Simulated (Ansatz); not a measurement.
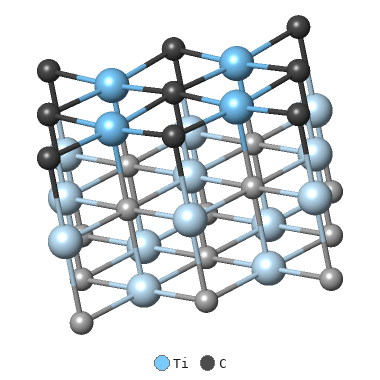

The system is C on a TiC(100) slab cut from the Fm-3m phase, its upper half relaxed before the scan (24 atoms of substrate and one adsorbate in a 2 × 2 cell); the picture shows it without the atoms that are moved over the map. C is moved over the surface cell; relaxed at each place: the height of the adsorbate's atoms; substrate rigid; the origin of the map has the adsorbate above C21. Places are given modulo a cell vector. The map is drawn in real space over the plane of the surface. Grid: 8 × 8 points; 15 points were computed and 49 follow by symmetry. Places are given in fractions of the 1 × 1 surface cell. All energies are given in eV relative to the lowest grid point. Method: DFT LDA, scalar-relativistic, plane waves, PAW in Ansatz 0.2.0. Settings: cutoff 420 eV, k-mesh 5×5×1, gaussian smearing 0.1 eV, no spin polarisation.

Range: position of C25 along the first surface vector from 0.000 to 0.875; position of C25 along the second surface vector from 0.000 to 0.875.

Q: Predict the map.

A: The lowest grid point is at the top site over a surface C atom, (0/8, 0/8) of the cell vectors. It is the only kind of minimum in the scanned range. The highest grid point, the top site over a surface Ti atom, (4/8, 4/8) of the cell vectors, lies 4.73 eV above the lowest. On the interpolated surface the easiest way out of the lowest well to its copy in the next cell or period passes a barrier of about 1.3 eV. At the lowest point the adsorbate has 1 C at 1.29 Å as nearest neighbours, at the highest 1 Ti at 1.94 Å. Its relaxed height above the top atom is 1.29 Å at the lowest and 1.84 Å at the highest point.

| second ↓, first → | 0/8 | 1/8 | 2/8 | 3/8 | 4/8 | 5/8 | 6/8 | 7/8 |
| --- | --- | --- | --- | --- | --- | --- | --- | --- |
| 7/8 | 0.01 | 0.09 | 0.76 | 2.01 | 2.49 | 2.01 | 0.76 | 0.09 |
| 6/8 | 0.23 | 0.76 | 2.32 | 3.49 | 3.84 | 3.49 | 2.32 | 0.76 |
| 5/8 | 0.93 | 2.01 | 3.49 | 4.29 | 4.53 | 4.29 | 3.49 | 2.01 |
| 4/8 | 1.33 | 2.49 | 3.84 | 4.53 | 4.73 | 4.53 | 3.84 | 2.49 |
| 3/8 | 0.93 | 2.01 | 3.49 | 4.29 | 4.53 | 4.29 | 3.49 | 2.01 |
| 2/8 | 0.23 | 0.76 | 2.32 | 3.49 | 3.84 | 3.49 | 2.32 | 0.76 |
| 1/8 | 0.01 | 0.09 | 0.76 | 2.01 | 2.49 | 2.01 | 0.76 | 0.09 |
| 0/8 | 0.00 | 0.01 | 0.23 | 0.93 | 1.33 | 0.93 | 0.23 | 0.01 |

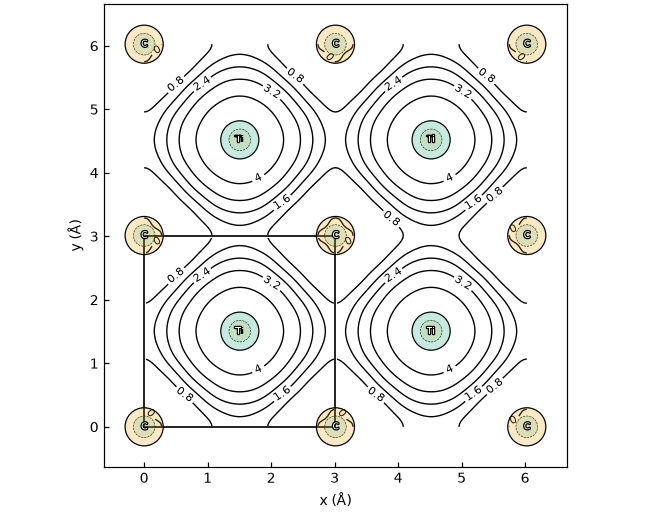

Drawn: contour lines labelled in eV, labelled circles for the atoms of the top layer and small ones for the second layer, the outline of one cell of the 2 × 2 shown. Between grid points the surface is interpolated.

Time for the 15 points that were run: 11 min on 4 threads of AMD EPYC 9R45 96-Core Processor (Zen 5) (shared host).
